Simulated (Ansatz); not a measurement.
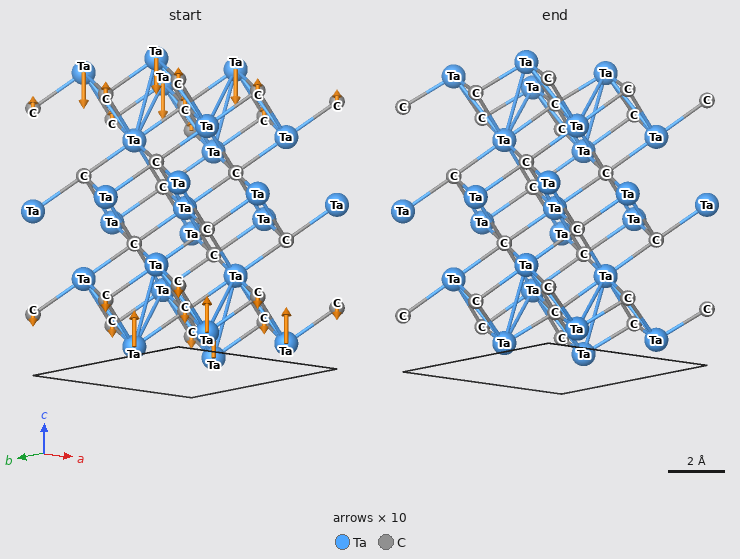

The structure of a slab of composition Ta5C4 (cut from the Fm-3m phase) before (left) and after (right) a relaxation, at one scale. The orange arrows give the displacements, magnified 10 times.

A ball-and-stick model of the 2 × 2 repeat of the cell, outlined in the plane, without the vacuum, seen from a free direction.

Case: (1 1 1) slab, atoms relaxed. The slab is the (1 1 1) face of TaC.

Method: Ansatz, DFT r2SCAN, scalar-relativistic, plane waves, PAW.

Input
```yaml
crystal:
  lattice:
    - [3.1550454391, 0.0, 0.0]
    - [-1.5775227195, 2.7323495003, 0.0]
    - [0.0, 0.0, 25.3043352547]
  atoms:
    - { symbol: Ta, position: [0.6666666667, 0.3333333333, 0.2963918998] }
    - { symbol: C, position: [0.0, 0.0, 0.3472939249] }
    - { symbol: Ta, position: [0.3333333333, 0.6666666667, 0.3981959499] }
    - { symbol: C, position: [0.6666666667, 0.3333333333, 0.449097975] }
    - { symbol: Ta, position: [0.0, 0.0, 0.5] }
    - { symbol: C, position: [0.3333333333, 0.6666666667, 0.550902025] }
    - { symbol: Ta, position: [0.6666666667, 0.3333333333, 0.6018040501] }
    - { symbol: C, position: [0.0, 0.0, 0.6527060751] }
    - { symbol: Ta, position: [0.3333333333, 0.6666666667, 0.7036081002] }
basis:
  ecutwfc: 500
kpoints:
  mp_grid: { grid: [12, 12, 1] }
hamiltonian:
  xc: r2scan
scf:
  occupations: { method: gaussian, width: 0.1 }
output:
  forces: true
  eigenvalues: true
relax:
  adjacent_minimum: "off"
  f_tol: 0.02
  max_steps: 60
efield:
  axis: 3
  dipole_correction: true
```

### Describe what moved and what it gained.

Over 5 accepted moves (6 points after the start) the energy falls by 0.370 eV per cell of the calculation. Largest force component: 1.9 eV/Å at the start, 0.0011 eV/Å at the end. 1 step only repeated the SCF at the same geometry. The largest moves relative to the layer's centre, 0.14 Å, are those of Ta1 and Ta9. Ta9 goes along the normal (−c). By element the largest moves are Ta 0.14 Å, C 0.05 Å. The lattice vectors keep their values. Among the contacts that change: Ta1–Ta3 3.155 → 3.035 Å, C8–Ta9 2.231 → 2.131 Å, C2–Ta3 2.231 → 2.251 Å, Ta3–Ta5 3.155 → 3.165 Å. Among the angles between lasting bonds that change: Ta7–Ta9–C8 90.0° → 95.6°, Ta9–C8–Ta9 90.0° → 95.5°, C8–Ta9–C8 90.0° → 95.5°. The run took about 5 core-minutes on a shared host.
